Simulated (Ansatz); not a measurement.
# Moving the knobs of a GW run on NaF (Villiaumite)

A base run on NaF (Villiaumite), then changed inputs.

Program: Ansatz 0.2.0. Level of theory: G0W0 on PBE, plane waves, PAW; PAW set soft_1. Results are calculated unless marked as measured.

The database entry behind the starting cell differs from later determinations by our own check (0.1 to 0.3 % short, probably kX units), so it need not match the best structure at ambient conditions.

### Step 1. Set-up

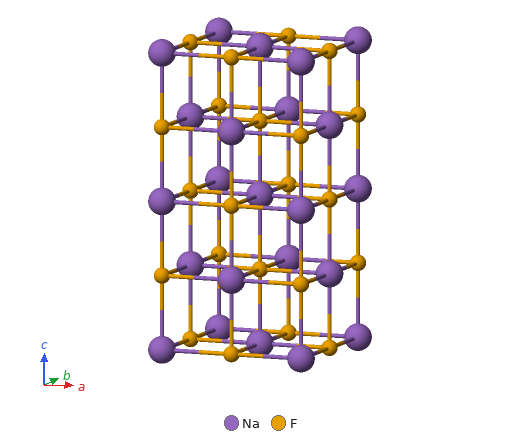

The cell as given, slightly off an axis (sodium purple, fluorine orange). 1×1×2 cells are drawn. This picture shows the conventional cell, with its axes. Some periodic images of atoms are drawn too.

The cell and positions come from the Crystallography Open Database and are kept as given unless a step says otherwise.

### Step 2. The base run: 4×4×4 mesh, 73 empty bands, screening to 120 eV, PAW set soft_1 files

Now the one-shot GW correction: screening in the RPA, then the self-energy of the levels asked for. This step takes PAW set soft_1 files.

Contents of input.yaml:

```yaml
crystal:
  lattice:
    - [0.0, 2.31, 2.31]
    - [2.31, 0.0, 2.31]
    - [2.31, 2.31, 0.0]
  atoms:
    - { symbol: Na, position: [0.0, 0.0, 0.0] }
    - { symbol: F, position: [0.5, 0.5, 0.5] }
kpoints:
  mp_grid: { grid: [4, 4, 4] }
hamiltonian:
  xc: pbe
  pseudopotentials: { kind: paw, azcp: { folder: soft_1 } }
scf:
  occupations: { method: fixed }
gw:
  n_empty_bands: 73
  ecut_chi: 120
  qp_bands: [v2, c2]
  qp_kpoints: band_edges
  screening: { model: contour_deformation }
```

Run with:

```
$ ansatz run input.yaml --threads 24 --pin off --max-ram 82944MiB --backend cuda --events-out ev --progress --plain --runs-dir out --devices 1 --max-vram 78GiB
```

Numbers of over 12 decimals in the logs are rounded to 6 here.

Log:

```text
GPUs: using 1 of 1 available (devices: 1).
Engine: ansatz 0.2.0, aarch64-unknown-linux-gnu
Pseudopotentials: kind: paw
Pseudopotential: Na, paw, valence charge 9, recommended cutoff 420 eV (normal), soft_1/Na.paw.azcp
Pseudopotential: F, paw, valence charge 7, recommended cutoff 420 eV (normal), soft_1/F.paw.azcp
Functional definition: PBE
  parameter kappa = 0.804
  parameter beta = 0.066725
  exchange = pbe_x(kappa = kappa, mu = beta*pi^2/3)
  correlation = pbe_c(beta = beta)
device memory: the entry about to start is reckoned to put 1.7 GiB on a device that reports 180.7 GiB free (of which the cap on the GPU budget leaves the run 78.0 GiB)
GPU FFT provider: cuFFT
GPU libraries: cuBLAS 13.8.1, cuFFT 12.4.0, cuSOLVER 12.3.2
GPU matrix products: emulated (plane waves: as basis.precision tells), large ones in fixed point in workspaces of 1.00 GiB
Crystal: 2 atoms, lattice volume = 24.653 Å³
Basis set: ecut = 420 eV, 531 PW (Γ)
Bands: 12, of which v1, the nominal top of the filled ones, is band 8 counted from 1 (7 counted from 0)
Symmetry: 48 space group operations
Space group: Fm-3m (ITA 225), of the structure as read, at distance tolerance 2.9e-5 Å
k-points: 8 of 64
Non-local potential: Na, projectors of the file, l = 0: 3, l = 1: 2, l = 2: 1
Non-local potential: F, projectors of the file, l = 0: 2, l = 1: 2, l = 2: 1
PAW form: soft (Blöchl's): semilocal exchange-correlation on the pseudo side does not see the compensation charge
PAW one-centre angular grid: Na, 110 points (default); XC on 64 Gauss nodes
PAW one-centre angular grid: F, 110 points (default); XC on 64 Gauss nodes
Initial density: superposition of atomic densities (chi_scale 0.1, normalization cell, long waves kept (reshape's long-wave potential 0.00 eV rms))
Initial wavefunctions: pseudopotential atomic-orbital guess
GPU buffer pool allocated for 13824 grid points (all kernels)
GPU transforms: local potential and band sums: pruned to the plane-wave sphere, on 24×24×24
Functional: x = pbe(κ = 0.804, μ = 0.219515), c = pbe(β = 0.066725)
SCF iter   1: F=—  HF=-2299.949320 eV  |F-HF|=—  |Δ(HF+E_count)|=         —  Δρ=2.02e-1  dr2=7.14e0  ethr=3.10e-3  ⟨swp⟩=4.8  Hψ=544  notcnv=0  defer=11
preconditioner: auto → none  [insulator: Δε(μ)=3.139 eV  Ē_g=17.875 eV  n_scr=8 (ndim 8)  ℏωp=21.2 eV  f_vac=0.000  ε∞_Penn≈2.4]
SCF iter   2: F=—  HF=-2297.945940 eV  |F-HF|=—  |Δ(HF+E_count)|=    2.00e0  Δρ=1.17e-1  dr2=1.94e0  ethr=3.10e-3  ⟨swp⟩=3.6  Hψ=282  notcnv=0  defer=13
SCF iter   3: F=—  HF=-2297.417790 eV  |F-HF|=—  |Δ(HF+E_count)|=   5.28e-1  Δρ=2.00e-2  dr2=8.60e-2  ethr=3.10e-3  ⟨swp⟩=2.0  Hψ=160  notcnv=0  defer=9
SCF iter   4: F=—  HF=-2297.421484 eV  |F-HF|=—  |Δ(HF+E_count)|=   3.69e-3  Δρ=4.57e-3  dr2=3.25e-3  ethr=5.38e-4  ⟨swp⟩=2.6  Hψ=194  notcnv=0  defer=14
[...]
E_nonlocal   = 365.680280
  E_hartree    = 626.484937
  E_xc         = -115.454514
  E_vxc        = -148.168365  (∫ρ·V_xc dr)
  E_paw        = -498.199461  (= ΣΔE_a)
  E_vpaw       = -171.283490  (= ΣTr[D̂ρ^β])
  E_aug_tail   = 0.000740  (compensation charges beyond the density's cutoff)
  E_ewald      = -1142.836923
  E_smearing   = -0.000000  (= −TS)
  E_closure    = 0.000000  (closes the sum)
  Σ components = -2297.424703   (vs F -2297.424703, Δ=0.00e0)
--- Band table (eV; the first three rows and the last of 8) ---
  k-point 0: bands = [... 4 lower, -17.9347, 0.9852, 0.9852, 0.9852, 7.3496, 20.0312, 20.0312, 20.0312]
  k-point 1: bands = [... 4 lower, -17.4382, 0.0831, 0.8553, 0.8553, 9.2220, 16.2076, 20.8057, 20.8057]
  k-point 2: bands = [... 4 lower, -17.1658, -0.6146, 0.7283, 0.7283, 11.8308, 13.5443, 21.1916, 21.1916]
  k-point 7: bands = [... 4 lower, -17.4750, 0.1051, 0.1051, 0.4085, 14.2740, 14.2740, 16.3104, 17.9641]
--- G₀W₀: contour deformation, 6 samples at zero and on the imaginary axis and 3 off it, 64 q-points, 73 empty bands' worth ---
  eigenvalues of the whole cell's RPA ε∞ on this k-mesh (on a slab, of 1 + 4πα/V) = 1.8131, 1.8131, 1.8131; static W/v taken at q = 0 is 0.551533
  bands read: the sum over 81 bands ends inside a degenerate multiplet in 2 slots, whose members it reads at an even weight; the widest, k=1: bands 81 to 82 (counted from 1) at 1/2 each
  gw.qp_kpoints: band_edges: 7 of 8 stored k-points solved, in 1 pass; an edge of the gap read off the rows below is read off those points alone
    valence top: of the k-points left out ik 7 came nearest to being solved in a further pass, in band 8 (counted from 1, as in the quasiparticle table): it holds the edge there only if its correction is more favourable than any solved in that band by at least 0.577 eV; those differ by 0.111 eV
    conduction bottom: of the k-points left out ik 7 came nearest to being solved in a further pass, in band 10 (counted from 1, as in the quasiparticle table): it holds the edge there only if its correction is more favourable than any solved in that band by at least 6.716 eV; those differ by 0.864 eV
    ik  band        ε_KS         Σx   Σc(E_QP)       V_xc       Z   E_QP_lin       E_QP  E_QP is
     0     7      0.9852   -31.5115     5.2625   -23.6331  0.8040    -1.7089    -1.6307  root
     0     8      0.9852   -31.5115     5.2625   -23.6331  0.8040    -1.7089    -1.6307  root
     0     9      7.3496    -5.9354    -2.8544   -10.2497  0.8955     8.8204     8.8095  root
     0    10     20.0312    -2.1517    -3.4889    -7.2047  0.8727    21.6164    21.5953  root
     1     7      0.8553   -31.2492     5.2633   -23.3349  0.8035    -1.8778    -1.7958  root
     1     8      0.8553   -31.2492     5.2633   -23.3349  0.8035    -1.8778    -1.7958  root
     1     9      9.2220    -7.3938    -2.7683   -11.8269  0.8857    10.9027    10.8869  root
     1    10     16.2076    -3.7769    -3.3108    -8.6677  0.8745    17.8148    17.7876  root
[...]
6     7      0.5769   -30.8669     5.2564   -22.8838  0.8033    -2.2401    -2.1499  root
     6     8      0.5769   -30.8669     5.2564   -22.8838  0.8033    -2.2401    -2.1499  root
     6     9     14.2188    -8.0589    -3.1299   -13.2343  0.8587    16.3079    16.2644  root
     6    10     14.3364    -1.9635    -3.1406    -6.3554  0.8912    15.5988    15.5877  root
[key lines of the parts left out:]
SCF converged after 7 iterations
Free energy (F): -2297.424703 eV
Fermi energy:    0.985237 eV
```

Wall time 1.4 s (1 × NVIDIA GB200 (shared by 2 runs) with 24 threads of Arm Neoverse V2, shared host); peak memory 1 GiB; 3.1 s of CPU time.

Reading the cycles: dr2 is the Hartree energy of the density residual (eV), the measure of convergence; HF is the Harris–Foulkes estimate of the energy, which meets the free energy F at convergence.

Numbers from this step:

* bands summed: 81
* RPA ε∞ on this mesh (eigenvalues): 1.813, 1.813, 1.813
* plane waves in the screening matrix: 65
* q-points in the mesh: 64
* G0W0 gap on the mesh: 10.44 eV
* k of the valence top: 0, 0, 0
* k of the conduction bottom: 0, 0, 0
* starting gap on the mesh: 6.364 eV
* Z at the valence top: 0.8040
* Z at the conduction bottom: 0.8955
* least direct G0W0 gap on the computed points: 10.44 eV

The gap on the mesh goes from 6.36 eV to 10.44 eV, a correction of +4.08 eV. Between the two edge states, bare exchange in place of the xc potential would open the gap by 12.19 eV, and correlation takes back 8.12 eV.

### Step 3. Variant: guard bands

input.yaml, as its differences from that of step 2:

```diff
@@ -16,4 +16,4 @@
 gw:
-  n_empty_bands: 73
-  ecut_chi: 120
+  n_empty_bands: 40
+  ecut_chi: 80
   qp_bands: [v2, c2]
@@ -21 +21,2 @@
   screening: { model: contour_deformation }
+  n_guard_bands: 0
```

Log:

```text
GPUs: using 1 of 1 available (devices: 1).
[...]
GPU FFT provider: cuFFT
GPU libraries: cuBLAS 13.8.1, cuFFT 12.4.0, cuSOLVER 12.3.2
[...]
Crystal: 2 atoms, lattice volume = 24.653 Å³
Basis set: ecut = 420 eV, 531 PW (Γ)
Bands: 12, of which v1, the nominal top of the filled ones, is band 8 counted from 1 (7 counted from 0)
[... 1 set-up line as in the run before ...]
[...]
k-points: 8 of 64
[...]
GPU buffer pool allocated for 13824 grid points (all kernels)
[...]
SCF iter   1: F=—  HF=-2299.949320 eV  |F-HF|=—  |Δ(HF+E_count)|=         —  Δρ=2.02e-1  dr2=7.14e0  ethr=3.10e-3  ⟨swp⟩=4.8  Hψ=544  notcnv=0  defer=11
[...]
SCF iter   7: F=-2297.424703 eV  HF=-2297.424703 eV  |F-HF|=1.20e-8  |Δ(HF+E_count)|=   6.93e-6  Δρ=5.15e-6  dr2=2.64e-9  ethr=6.25e-10  ⟨swp⟩=4.2  Hψ=494  notcnv=0
SCF 1 converged in 7 iterations: F = -2297.424703 eV  dr2 = 2.64e-9
[...]
NSCF: frozen V_eff on 8 k-points
[...]
G₀W₀ screening: q 1/8
[... further progress lines ...]
[...]
SCF converged after 7 iterations
Free energy (F): -2297.424703 eV
[...]
Internal energy: -2297.424703 eV  (E = F + TS)
E sigma→0 (E₀):  -2297.424703 eV
Fermi energy:    0.985237 eV
[...]
--- Band table (eV; the first three rows and the last of 8) ---
  k-point 0: bands = [... 4 lower, -17.9347, 0.9852, 0.9852, 0.9852, 7.3496, 20.0312, 20.0312, 20.0312]
  k-point 1: bands = [... 4 lower, -17.4382, 0.0831, 0.8553, 0.8553, 9.2220, 16.2076, 20.8057, 20.8057]
  k-point 2: bands = [... 4 lower, -17.1658, -0.6146, 0.7283, 0.7283, 11.8308, 13.5443, 21.1916, 21.1916]
  k-point 7: bands = [... 4 lower, -17.4750, 0.1051, 0.1051, 0.4085, 14.2740, 14.2740, 16.3104, 17.9641]
[...]
0     7      0.9852   -31.5115     5.2913   -23.6331  0.8080    -1.6785    -1.6019  root
     0     8      0.9852   -31.5115     5.2913   -23.6331  0.8080    -1.6785    -1.6019  root
     0     9      7.3496    -5.9354    -2.8465   -10.2497  0.8964     8.8286     8.8174  root
     0    10     20.0312    -2.1517    -3.3964    -7.2047  0.8723    21.7078    21.6878  root
     1     7      0.8553   -31.2492     5.2945   -23.3349  0.8074    -1.8447    -1.7645  root
     1     8      0.8553   -31.2492     5.2945   -23.3349  0.8074    -1.8447    -1.7645  root
     1     9      9.2220    -7.3938    -2.7458   -11.8269  0.8869    10.9259    10.9093  root
     1    10     16.2076    -3.7769    -3.2499    -8.6677  0.8743    17.8788    17.8485  root
[...]
6     7      0.5769   -30.8669     5.2875   -22.8838  0.8070    -2.2069    -2.1188  root
     6     8      0.5769   -30.8669     5.2875   -22.8838  0.8070    -2.2069    -2.1188  root
     6     9     14.2188    -8.0589    -3.0835   -13.2343  0.8597    16.3581    16.3107  root
     6    10     14.3364    -1.9635    -3.0770    -6.3554  0.8908    15.6636    15.6513  root
```

Run time: 1.3 s. Hardware: 1 × NVIDIA GB200 (shared by 2 runs) with 24 threads; peak memory 1.1 GiB; 2.8 s of CPU time.

The G0W0 gap on the mesh is 10.419 eV.

Against the base:

| setting | base | variant |
| --- | --- | --- |
| empty bands | 73 | 40 |
| screening cutoff (eV) | 120 | 80 |
| n guard bands | - | 0 |

| quantity | variant | base |
| --- | --- | --- |
| starting gap on the mesh | 6.364 | 6.364 |
| G0W0 gap on the mesh | 10.419 | 10.440 |
| least direct G0W0 gap on the computed points | 10.419 | 10.440 |
| Z at the valence top | 0.808 | 0.804 |
| Z at the conduction bottom | 0.896 | 0.896 |

### Step 4. Variant: fewer bands

input.yaml, as its differences from that of step 3:

```diff
@@ -16,4 +16,4 @@
 gw:
-  n_empty_bands: 40
-  ecut_chi: 80
+  n_empty_bands: 27
+  ecut_chi: 100
   qp_bands: [v2, c2]
@@ -21,2 +21 @@
   screening: { model: contour_deformation }
-  n_guard_bands: 0
```

Log:

```text
GPUs: using 1 of 1 available (devices: 1).
[...]
GPU FFT provider: cuFFT
GPU libraries: cuBLAS 13.8.1, cuFFT 12.4.0, cuSOLVER 12.3.2
[...]
Crystal: 2 atoms, lattice volume = 24.653 Å³
Basis set: ecut = 420 eV, 531 PW (Γ)
Bands: 12, of which v1, the nominal top of the filled ones, is band 8 counted from 1 (7 counted from 0)
[... 1 set-up line as in the run before ...]
[...]
k-points: 8 of 64
[...]
GPU buffer pool allocated for 13824 grid points (all kernels)
[...]
SCF iter   1: F=—  HF=-2299.949320 eV  |F-HF|=—  |Δ(HF+E_count)|=         —  Δρ=2.02e-1  dr2=7.14e0  ethr=3.10e-3  ⟨swp⟩=4.8  Hψ=544  notcnv=0  defer=11
[...]
SCF iter   7: F=-2297.424703 eV  HF=-2297.424703 eV  |F-HF|=1.20e-8  |Δ(HF+E_count)|=   6.93e-6  Δρ=5.15e-6  dr2=2.64e-9  ethr=6.25e-10  ⟨swp⟩=4.2  Hψ=494  notcnv=0
SCF 1 converged in 7 iterations: F = -2297.424703 eV  dr2 = 2.64e-9
[...]
G₀W₀ screening: q 1/8
[... further progress lines ...]
[...]
SCF converged after 7 iterations
Free energy (F): -2297.424703 eV
[...]
Internal energy: -2297.424703 eV  (E = F + TS)
E sigma→0 (E₀):  -2297.424703 eV
Fermi energy:    0.985237 eV
[...]
--- Band table (eV; the first three rows and the last of 8) ---
  k-point 0: bands = [... 4 lower, -17.9347, 0.9852, 0.9852, 0.9852, 7.3496, 20.0312, 20.0312, 20.0312]
  k-point 1: bands = [... 4 lower, -17.4382, 0.0831, 0.8553, 0.8553, 9.2220, 16.2076, 20.8057, 20.8057]
  k-point 2: bands = [... 4 lower, -17.1658, -0.6146, 0.7283, 0.7283, 11.8308, 13.5443, 21.1916, 21.1916]
  k-point 7: bands = [... 4 lower, -17.4750, 0.1051, 0.1051, 0.4085, 14.2740, 14.2740, 16.3104, 17.9641]
[...]
0     7      0.9852   -31.5115     5.4269   -23.6331  0.8054    -1.5342    -1.4662  root
     0     8      0.9852   -31.5115     5.4269   -23.6331  0.8054    -1.5342    -1.4662  root
     0     9      7.3496    -5.9354    -2.7020   -10.2497  0.8962     8.9755     8.9619  root
     0    10     20.0312    -2.1517    -3.2459    -7.2047  0.8732    21.8633    21.8382  root
     1     7      0.8553   -31.2492     5.4275   -23.3349  0.8049    -1.7029    -1.6316  root
     1     8      0.8553   -31.2492     5.4275   -23.3349  0.8049    -1.7029    -1.6316  root
     1     9      9.2220    -7.3938    -2.6042   -11.8269  0.8864    11.0706    11.0509  root
     1    10     16.2076    -3.7769    -3.1230    -8.6677  0.8746    18.0103    17.9754  root
[...]
6     7      0.5769   -30.8669     5.4163   -22.8838  0.8046    -2.0688    -1.9899  root
     6     8      0.5769   -30.8669     5.4163   -22.8838  0.8046    -2.0688    -1.9899  root
     6     9     14.2188    -8.0589    -2.9570   -13.2343  0.8590    16.4898    16.4373  root
     6    10     14.3364    -1.9635    -2.9586    -6.3554  0.8915    15.7844    15.7697  root
```

It took 1.5 s on 1 × NVIDIA GB200 (shared by 2 runs) with 24 threads; peak memory 1.1 GiB.

Against the base:

| setting | base | variant |
| --- | --- | --- |
| empty bands | 73 | 27 |
| screening cutoff (eV) | 120 | 100 |

| quantity | variant | base |
| --- | --- | --- |
| starting gap on the mesh | 6.364 | 6.364 |
| G0W0 gap on the mesh | 10.428 | 10.440 |
| least direct G0W0 gap on the computed points | 10.428 | 10.440 |
| Z at the valence top | 0.805 | 0.804 |
| Z at the conduction bottom | 0.896 | 0.896 |

### Step 5. Outcome

```
base        : 10.44 eV, 1.4 s
guard bands : 10.42 eV, 1.3 s
fewer bands : 10.43 eV, 1.5 s
```

In words: Guard bands: the gap moves by −0.02 eV. The variant differs from the base in empty bands, screening cutoff and n guard bands together, so the change can't be laid to one of them. Fewer bands: the gap moves by −0.01 eV; such settings are too crude to quote. The variant differs from the base in empty bands and screening cutoff together, so the change can't be laid to one of them. All runs here use a coarse mesh and modest cutoffs; they test settings and are not final values. The 4×4×4 mesh is coarse for this cell (its supercell is 13 Å along the shortest edge). The RPA ε∞ on it, from the PBE start, is 1.81; such meshes misread the long-range screening, most where the gap is narrow.

[Paths, hosts, dates, memory and timing lines, banners, echoed tables and standing remarks are left out of the program output.]

[Logs are printed without paths, hosts, clocks, repeated set-up lines and the standing remarks that a program may print on its own settings, such as how far it seeks lower states.]

[Runs of the session that timed out or met a known fault of the program may be left out.]

[Cells called generated may have been cut or substituted from an entry of the Crystallography Open Database or the Materials Project.]

[Hosts, paths, dates, database ids (printed as entryN), source tags and the programs' standing remarks are cut or masked in the printed files.]
